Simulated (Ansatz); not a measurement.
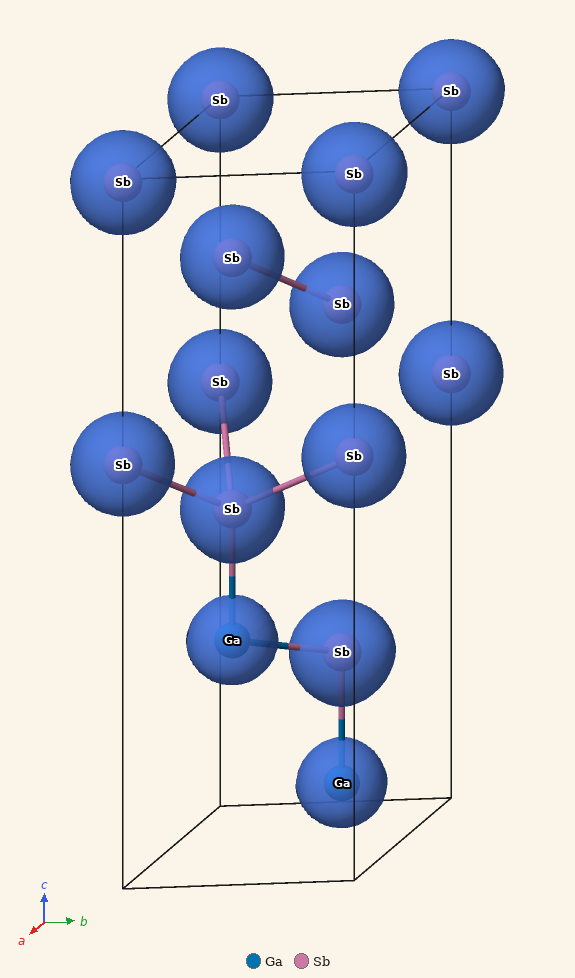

Figure. GaSb3. Isosurface of the valence electron density at 0.6 e/Å³ (blue), seen at an oblique angle. Sticks mark near contacts.

Space group P3m1; a generated structure, not necessarily the stable one; changed on purpose from its base cell (volume × 0.91, shape and atoms relaxed); computed pressure about 5 GPa in this cell.

Computed with Ansatz, DFT PBE, scalar-relativistic, plane waves, PAW.

### Which contacts does the surface bridge?

At this value the density breaks into separate islands; it holds about 70 % of the electrons treated as valence (semicore included). It bridges none of the near contacts. It is pinched off along the sampled Ga–Sb (2.61 Å), Sb–Sb (2.89 Å) and Ga–Sb (2.65 Å) contacts. On the grid the lowest density along these lines, outside the cores, is 0.43 e/Å³ (Ga–Sb, 2.61 Å), 0.36 e/Å³ (Sb–Sb, 2.89 Å) and 0.39 e/Å³ (Ga–Sb, 2.65 Å).

### Does the calculation make it a metal, or give it a gap?

It is metallic or semimetallic at this level of theory: no gap opens.
